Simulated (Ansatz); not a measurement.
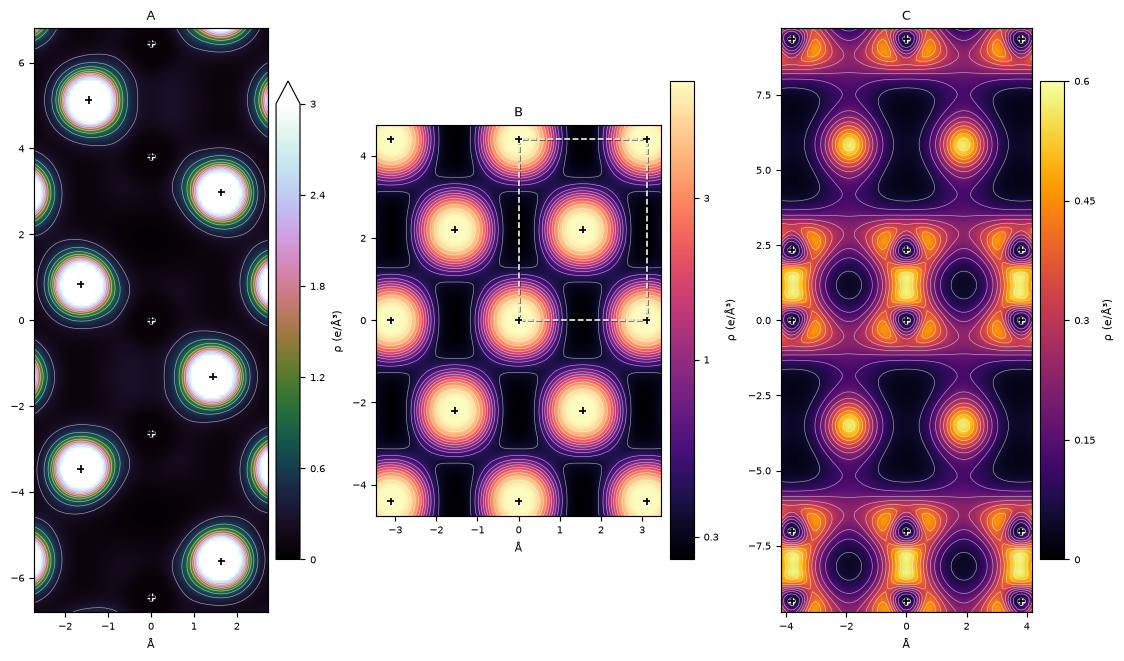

The valence charge density (pseudo) of 3 systems, each on a plane through atoms (crosses mark nuclei in the plane).

Computed with Ansatz 0.2.0, DFT LDA, scalar-relativistic, plane waves, PAW.

System 1: Mo, the (101̄) plane of the conventional cell. Space group Im-3m; computed without spin polarisation.

```xyz
2
Lattice="3.1117 0.0000 0.0000 0.0000 3.1117 0.0000 0.0000 0.0000 3.1117" Properties=species:S:1:pos:R:3 pbc="T T T"
Mo    0.0000    0.0000    0.0000
Mo    1.5559    1.5559    1.5559
```

System 2: Si, the (010) plane of the calculation cell. Space group Fd-3m; a generated structure, not necessarily the stable one; the program warned that the cutoff is below the recommended one.

System 3: Al$_{2}$O$_{3}$, the (010) plane of the conventional cell. Space group R-3c.

**Which map belongs to which system?**

Panel A is system 3, Al$_{2}$O$_{3}$: the plane holds Al and O. Al–O (1.84 Å): ρ at the midpoint is about 0.67 e/Å³. Panel B is system 1, Mo: the plane holds Mo. Mo–Mo (2.69 Å): ρ is about 0.4 e/Å³ halfway. Panel C is system 2, Si: the plane holds Si. Si–Si (2.34 Å): ρ is about 0.57 e/Å³ halfway.
